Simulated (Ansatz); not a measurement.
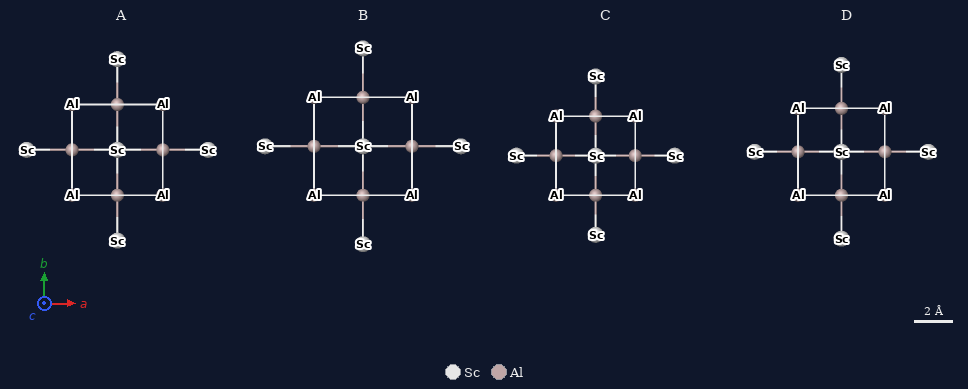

4 geometries from one relaxation of a crystal of ScAl4 (a generated structure, set up in Pm-3m) (coarse preliminary run), in shuffled order. Style: ball-and-stick. Shown: the cell of the calculation, along the c axis.

All numbers below come from DFT PBE, scalar-relativistic, plane waves, PAW (Ansatz 0.2.0). Set-up: plane-wave cutoff 420 eV; k-point mesh 4 × 4 × 4; occupations gaussian; smearing width 0.1 eV; no spin polarisation; cell and atoms relaxed; force threshold 0.04 eV/Å; at most 70 steps.

> Order the frames from highest to lowest energy.

C, D, A, B. They are steps 0, 2, 3, 8, at +1101 meV per atom, +318 meV per atom, +130 meV per atom relative to the last. No atom moves by more than 0.005 Å relative to the cell. The drawn cell changes as follows: a = b = c 4.259 → 5.267 Å (+23.7 %); the volume changes by +89.1 %. Some distances before and after: Al–Sc 2.130 → 2.633 Å. The space group stays Pm-3m (No. 221). The energy falls by 1101 meV per atom in 6 accepted moves (8 points after the start). All forces vanish by symmetry, so only the cell relaxes. Pressure: 41.45 GPa at the start and 0.14 GPa at the end. At 2 points the geometry stayed and the basis and grid were re-selected for the new cell (energy shift of 33.1 meV per atom at most each time). The run took 11 s on 1 thread of Intel(R) Xeon(R) Platinum 8375C CPU @ 2.90GHz (Ice Lake) (shared host), peak memory 0.42 GiB.
